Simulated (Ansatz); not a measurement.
Single-point calculation of Ti3Al

Ti3Al (P-6m2, 4 atoms in the cell), computed with DFT PBEsol, scalar-relativistic, plane waves, PAW, PAW set soft_1, no spin polarisation (Ansatz 0.2.0).

The structure derives from a Materials Project entry. Figures and captions count atoms from 1; the log counts them from 0 in places.

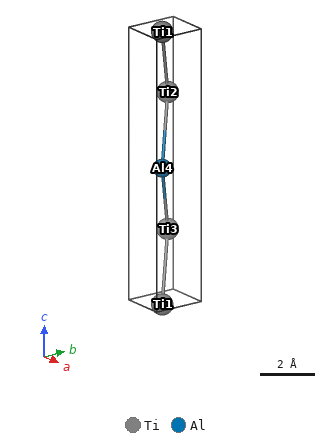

**Figure 1.** The structure as given in the input (ball-and-stick view of the cell of the calculation, seen slightly off an axis; atoms are numbered from 1 in the order of the input). An atom can appear more than once, as a periodic image.

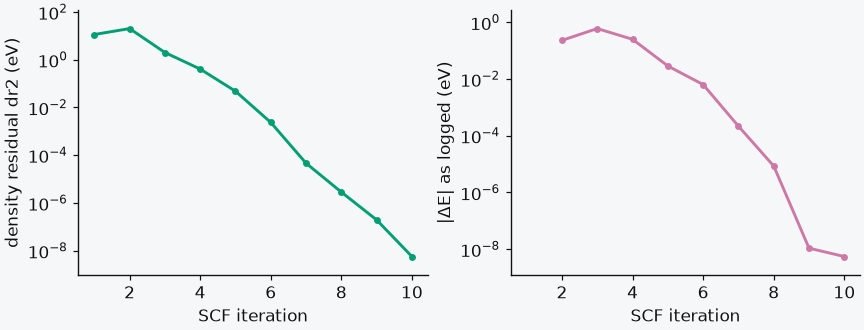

**Figure 2.** Convergence of the self-consistent field: density residual dr2 and size of the energy change against the SCF iteration. The residual falls almost steadily, with no more than small rises.

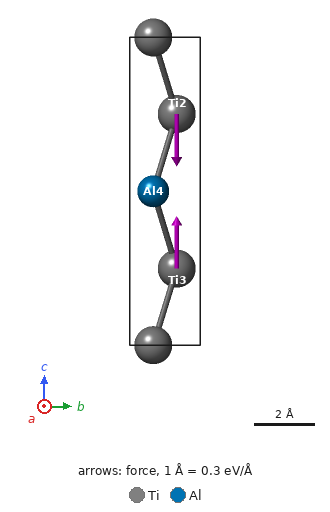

**Figure 3.** Forces on the atoms as pink arrows (ball-and-stick view of the cell of the calculation, along the a axis; atoms are numbered from 1 in the order of the input). The largest act on Ti2, Ti3 (0.53 eV/Å). The geometry is not a stationary point of this energy.

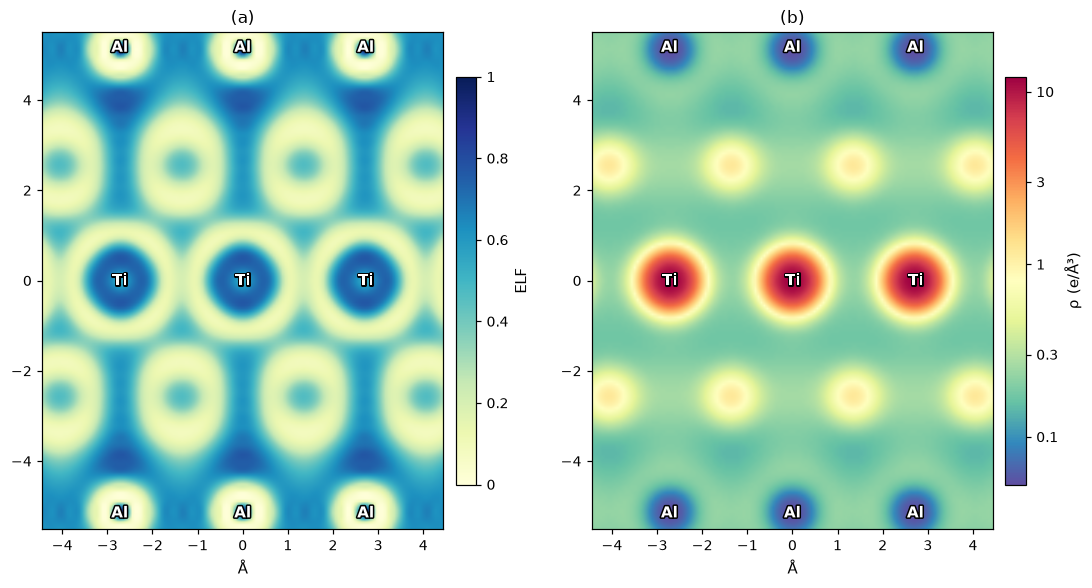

**Figure 4.** (a) ELF; (b) valence electron density on the (010) plane of the conventional cell. Ti–Ti (2.73 Å): the density is about 0.23 e/Å³ at the midpoint; the ELF is about 0.20 at the midpoint; no localised pair between them. Al–Al (2.73 Å): ρ is about 0.23 e/Å³ halfway; the ELF peaks at about 0.65 between the atoms. Away from the nuclei the density in this plane falls to 0.14 e/Å³ at its lowest. 5. The strong features right at Ti lie inside the PAW spheres (semicore, d or f shells) and say nothing about bonding. Core electrons are frozen (PAW), so the fields are smoothed inside the atomic spheres.

The input and output of the run follow.

Input file
```yaml
crystal:
  lattice:
    - [2.7250560078, 0.0, 0.0]
    - [-1.3625280039, 2.3599677295, 0.0]
    - [0.0, 0.0, 10.3170620455]
  atoms:
    - { symbol: Ti, position: [0.6666666667, 0.3333333333, 0.0] }
    - { symbol: Ti, position: [0.3333333333, 0.6666666667, 0.7511732072] }
    - { symbol: Ti, position: [0.3333333333, 0.6666666667, 0.2488267928] }
    - { symbol: Al, position: [0.6666666667, 0.3333333333, 0.5] }
basis:
  ecutwfc: 520.0
kpoints:
  mp_grid: { grid: [18, 18, 6] }
hamiltonian:
  xc: pbesol
  pseudopotentials: { kind: paw, azcp: { folder: soft_1 } }
scf:
  occupations: { method: gaussian, width: 0.15 }
output:
  forces: true
  stress: true
  eigenvalues: true
  write_density: true
  write_potential: true
  elf: true
  volumetric_format: npy
```

Command:
```bash
ansatz run input.yaml --threads 2 --pin off --max-ram 4096MiB --backend cpu --events-out ev --progress --plain --runs-dir out
```

Log
```
Warning: [file] the record states the generating functional pbe (its physics header spells it `PBE`), which answers neither for hamiltonian.xc's functional nor for the pbesol family's — results may be inconsistent (PPs are generated against a specific XC)
Warning: [file] the record states the generating functional pbe (its physics header spells it `PBE`), which answers neither for hamiltonian.xc's functional nor for the pbesol family's — results may be inconsistent (PPs are generated against a specific XC)
Engine: ansatz 0.2.0, aarch64-unknown-linux-gnu
Pseudopotentials: kind: paw
Pseudopotential: Ti, paw, valence charge 12, recommended cutoff 420 eV (normal), [file]
Pseudopotential: Al, paw, valence charge 3, recommended cutoff 420 eV (normal), [file]
Functional definition: PBEsol
  exchange = pbesol_x
  correlation = pbesol_c
Crystal: 4 atoms, lattice volume = 66.349 Å³
Basis set: ecut = 520 eV, 1755 PW (Γ), exchange–correlation on 48×48×160 points (8 copies of the dense FFT grid, shifted against one another)
Bands: 24, of which v1, the nominal top of the filled ones, is band 20 counted from 1 (19 counted from 0)
Symmetry: 12 space group operations
Space group: P-6m2 (ITA 187), of the structure as read, at distance tolerance 4.0e-5 Å
k-points: 148 of 1944 (time reversal used)
Non-local potential: Ti, projectors of the file, l = 0: 3, l = 1: 2, l = 2: 3, l = 3: 1
Non-local potential: Al, projectors of the file, l = 0: 2, l = 1: 2, l = 2: 1
PAW form: soft (Blöchl's): semilocal exchange-correlation on the pseudo side does not see the compensation charge
PAW frozen core: Ti, regenerated for the run's functional, and the local potential with it (the file was generated under x = pbe(κ = 0.804, μ = 0.2195149727645171), c = pbe(β = 0.06672455060314922))
PAW frozen core: Al, regenerated for the run's functional, and the local potential with it (the file was generated under x = pbe(κ = 0.804, μ = 0.2195149727645171), c = pbe(β = 0.06672455060314922))
PAW one-centre angular grid: Ti, 590 points (default); XC on 64 Gauss nodes
PAW one-centre angular grid: Al, 110 points (default); XC on 64 Gauss nodes
Initial density: superposition of atomic densities (chi_scale 0.1, normalization cell, long waves kept (reshape's long-wave potential 0.08 eV rms))
Initial wavefunctions: pseudopotential atomic-orbital guess
Functional: x = pbesol(κ = 0.804, μ = 0.12345679012345678), c = pbesol(β = 0.046)
SCF iter   1: F=—  HF=-7947.320681 eV  |F-HF|=—  |Δ(HF+E_count)|=         —  Δρ=4.97e-2  dr2=1.13e1  ethr=3.10e-3  ⟨swp⟩=4.1  Hψ=12882  notcnv=0
preconditioner: auto → none  [metal: Δε(μ)=0.005 eV  Ē_g=3.133 eV  σ=0.150 eV  W_gap=0.02  n_scr=8 (ndim 8)  ℏωp=17.7 eV  f_vac=0.000  D(μ)=5.02/eV (n_scr^D=66)  sad-step TF]
SCF iter   2: F=—  HF=-7947.091076 eV  |F-HF|=—  |Δ(HF+E_count)|=   2.30e-1  Δρ=5.84e-2  dr2=2.00e1  ethr=3.10e-3  ⟨swp⟩=2.2  Hψ=7864  notcnv=0  defer=8
SCF iter   3: F=—  HF=-7946.494334 eV  |F-HF|=—  |Δ(HF+E_count)|=   5.97e-1  Δρ=2.62e-2  dr2=1.99e0  ethr=3.10e-3  ⟨swp⟩=3.5  Hψ=7011  notcnv=0  defer=8
SCF iter   4: F=—  HF=-7946.243936 eV  |F-HF|=—  |Δ(HF+E_count)|=   2.50e-1  Δρ=1.43e-2  dr2=4.03e-1  ethr=3.10e-3  ⟨swp⟩=2.5  Hψ=6200  notcnv=0  defer=12
SCF iter   5: F=—  HF=-7946.215367 eV  |F-HF|=—  |Δ(HF+E_count)|=   2.86e-2  Δρ=5.65e-3  dr2=4.76e-2  ethr=1.03e-3  ⟨swp⟩=2.2  Hψ=4366  notcnv=0  defer=12
SCF iter   6: F=—  HF=-7946.209033 eV  |F-HF|=—  |Δ(HF+E_count)|=   6.33e-3  Δρ=1.31e-3  dr2=2.34e-3  ethr=1.22e-4  ⟨swp⟩=1.7  Hψ=3814  notcnv=0  defer=12
SCF iter   7: F=—  HF=-7946.208818 eV  |F-HF|=—  |Δ(HF+E_count)|=   2.16e-4  Δρ=2.26e-4  dr2=4.58e-5  ethr=5.99e-6  ⟨swp⟩=1.4  Hψ=3733  notcnv=0  defer=10
SCF iter   8: F=—  HF=-7946.208809 eV  |F-HF|=—  |Δ(HF+E_count)|=   8.50e-6  Δρ=5.64e-5  dr2=2.82e-6  ethr=1.17e-7  ⟨swp⟩=2.0  Hψ=4348  notcnv=0  defer=8
SCF iter   9: F=—  HF=-7946.208809 eV  |F-HF|=—  |Δ(HF+E_count)|=   1.08e-8  Δρ=8.73e-6  dr2=1.93e-7  ethr=7.23e-9  ⟨swp⟩=2.0  Hψ=4396  notcnv=0  defer=8
SCF iter  10: F=-7946.208809 eV  HF=-7946.208809 eV  |F-HF|=4.79e-9  |Δ(HF+E_count)|=   5.48e-9  Δρ=1.80e-6  dr2=5.63e-9  ethr=2.56e-10  ⟨swp⟩=8.1  Hψ=20269  notcnv=0
the search or the solves at the SCF's close seem to have found levels that the self-consistency loop had missed (the run counts 1). By its estimate they hold under 1e-12 electrons; where the run keeps them, the occupations were computed again with them
SCF 1 converged in 10 iterations: F = -7946.208809 eV  dr2 = 5.63e-9
  greatest PAW one-centre occupation: 0.999 electrons in one spin orbital (limit 2), on the Ti atom at site 0 (counted from 0), in its partial waves of l = 0
SCF converged after 10 iterations
Free energy (F): -7946.208809 eV
Harris-Foulkes:  -7946.208809 eV  (|F-HF|=4.79e-9)
Internal energy: -7946.148864 eV  (E = F + TS)
E sigma→0 (E₀):  -7946.178836 eV
Entropy (-TS):   -0.059945 eV (-14.986 meV/atom)
Fermi energy:    12.178635 eV
--- Per-component energies (eV) ---
  E_band       = -479.787118
  E_kinetic    = 870.889005
  E_local      = -4029.306434  (includes V_loc(G=0)·N_el)
  E_nonlocal   = 197.701506
  E_hartree    = 1736.686425
  E_xc         = -384.022953
  E_vxc        = -465.464221  (∫ρ·V_xc dr)
  E_paw        = -3510.136514  (= ΣΔE_a)
  E_vpaw       = -526.975327  (= ΣTr[D̂ρ^β])
  E_aug_tail   = -0.000077  (compensation charges beyond the density's cutoff)
  E_ewald      = -2828.397114
  E_core_change = 0.437293  (= ΣΔE_core)
  E_smearing   = -0.059945  (= −TS)
  E_closure    = 0.000000  (closes the sum)
  Σ components = -7946.208809   (vs F -7946.208809, Δ=0.00e0)
--- Forces (eV/Å), atoms counted from 1 ---
  atom   1  Ti     0.00000000    -0.00000000     0.00000000
  atom   2  Ti     0.00000000     0.00000000    -0.52855816
  atom   3  Ti     0.00000000     0.00000000     0.52855816
  atom   4  Al     0.00000000     0.00000000     0.00000000
  max |Σ_I F_I| component: 6.48e-17 eV/Å
--- Stress (GPa, compression-positive) ---
        6.484170       0.000000       0.000000
        0.000000       6.484170       0.000000
        0.000000       0.000000     -13.153115
  P = ⅓ Tr σ = -0.0616 GPa (-0.616 kbar)
--- Band table (eV; the first three rows and the last of 148) ---
  k-point 0: bands = ["-44.1358", "-44.1275", "-44.0224", "-20.6826", "-20.5471", "-20.2631", "-19.9630", "-19.9630", "-19.9598", "-19.9598", "-19.8862", "-19.8862", "3.0035", "6.7874", "6.9238", "9.2627", "10.1472", "11.6797", "11.9478", "13.3249", "13.3249", "13.3762", "13.3762", "13.5104"]
  k-point 1: bands = ["-44.1358", "-44.1275", "-44.0224", "-20.6827", "-20.5469", "-20.2632", "-19.9630", "-19.9630", "-19.9598", "-19.9598", "-19.8862", "-19.8862", "3.0062", "6.5246", "7.2778", "9.1074", "10.1875", "11.6791", "11.9507", "13.3251", "13.3251", "13.3759", "13.3759", "13.5106"]
  k-point 2: bands = ["-44.1358", "-44.1275", "-44.0224", "-20.6829", "-20.5465", "-20.2633", "-19.9630", "-19.9630", "-19.9598", "-19.9598", "-19.8862", "-19.8862", "3.0116", "6.3197", "7.7504", "8.7337", "10.2465", "11.6779", "11.9564", "13.3253", "13.3253", "13.3753", "13.3753", "13.5110"]
  k-point 147: bands = ["-43.9305", "-43.9305", "-43.8328", "-20.6268", "-20.6263", "-20.6052", "-20.6039", "-20.5793", "-20.5135", "-20.3736", "-20.3303", "-20.2071", "10.4146", "10.6767", "10.8902", "11.1031", "11.3071", "11.3911", "11.7266", "11.7303", "12.0737", "12.0786", "12.2519", "13.5166"]
```

Summary

```csv
quantity,value
outcome,converged
space group (tolerance 0.01 Å),P-6m2 (187)
electrons treated,39
free energy,−7946.2088 eV
Fermi energy,12.179 eV
gap on the k-point mesh,none (metallic)
pressure,−0.06 GPa
largest force (length of the vector),0.529 eV/Å
hardware,"2 threads of Arm Neoverse N1, 98 GiB of memory available, shared host"
wall time,37 s (CPU time 73 s)
peak memory,0.52 GiB
```

The program warns: the PAW datasets were made with another functional.
